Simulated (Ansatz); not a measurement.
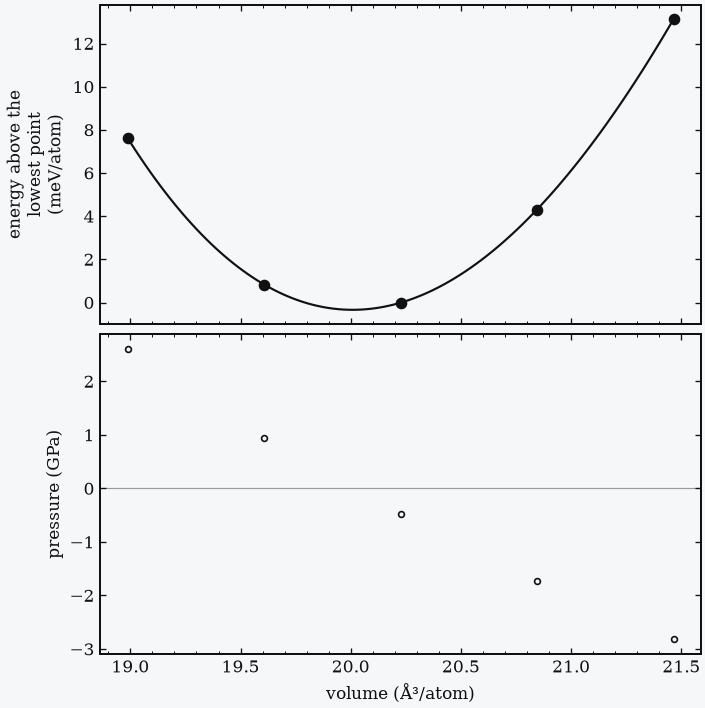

The picture above shows the energy above the lowest point and pressure against volume for P, space group Fd-3m (No. 227) (one of a set of cubic test structures, which need not be the stable phase).

Method: equation of state of a cubic crystal from periodic Kohn-Sham density functional theory without spin, third-order Birch-Murnaghan fit to the free energies; pressure corrected for the finite basis (Ansatz 0.2.0 development build). Level: r2SCAN.

structure type diamond; atoms in cell 2; space group number 227; lattice centring face-centred primitive; k mesh 11×11×11; occupation method Fermi–Dirac; occupation width 0.1 eV; wave cutoff 600 eV; datasets hand-made PAW; density tolerance 1e−09 eV; bands 9; density cutoff ratio 5; search for lower states default; xc grid level 2.

### What equilibrium volume and bulk modulus follow from the curve?

A third-order Birch–Murnaghan fit gives V0 = 20.01 Å³/atom, B0 = 45.3 GPa and B′ = 3.5.

### Read off the course of the pressure.

It falls from 2.608 GPa at volume 18.99 Å³/atom to −2.822 GPa at 21.46 Å³/atom, and changes sign near 20.02 Å³/atom.

Note: cubic model structure, not the ambient form.
